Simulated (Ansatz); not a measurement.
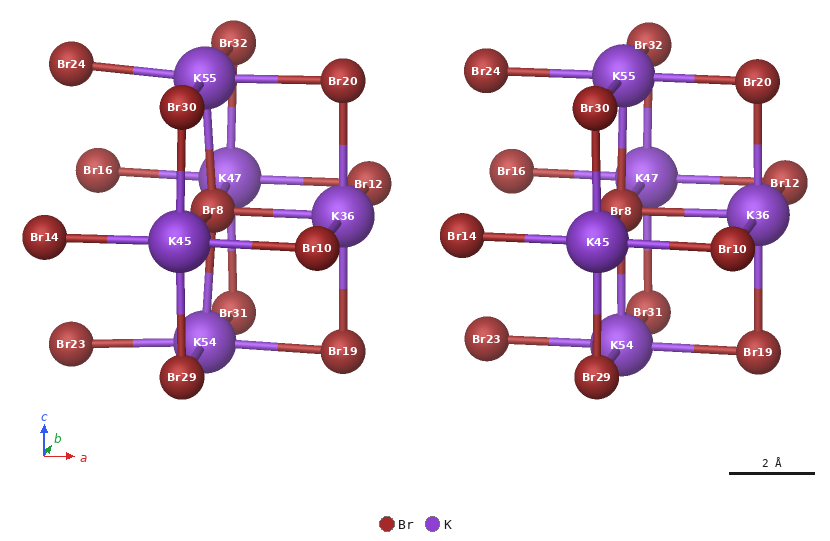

Two geometries of a defect cell of composition Br32K31 (cell charge −1), drawn at one scale. One is the start of a relaxation, the other its converged end. A ball-and-stick model of the atoms within 5.0 Å of the atom that moves most (axes of the cell of the calculation (origin shifted)), seen slightly off an axis.

Theory: DFT, PBEsol, PAW, plane waves in Ansatz. Set-up: plane-wave cutoff 420 eV; k-point mesh 1 × 1 × 1; mesh shifted by (0.25, 0.25, 0.25); no spin polarisation; atoms relaxed in a fixed cell; force threshold 0.03 eV/Å; at most 80 steps.

Which of the two is the end point?

The left one is the relaxed one. Over 2 geometry steps the energy falls by 0.306 eV per cell of the calculation. The largest force component goes from 0.3 to 0.012 eV/Å. The largest move is that of Br8, 0.18 Å along +a. Largest moves by element: Br 0.18 Å, K 0.11 Å. The cell doesn't change. Some distances before and after: Br8–K36 3.308 → 3.134 Å, Br20–K55 3.224 → 3.330 Å, Br24–K55 3.308 → 3.224 Å, Br10–K45 3.261 → 3.332 Å. Among the angles between lasting bonds that change: K45–Br8–K47 178.6° → 173.0°, K36–Br8–K55 88.0° → 93.4°, K54–Br8–K55 178.4° → 173.0°.

Limits of the set-up: the cell is charged, on a uniform background, and energies carry no finite-size correction.
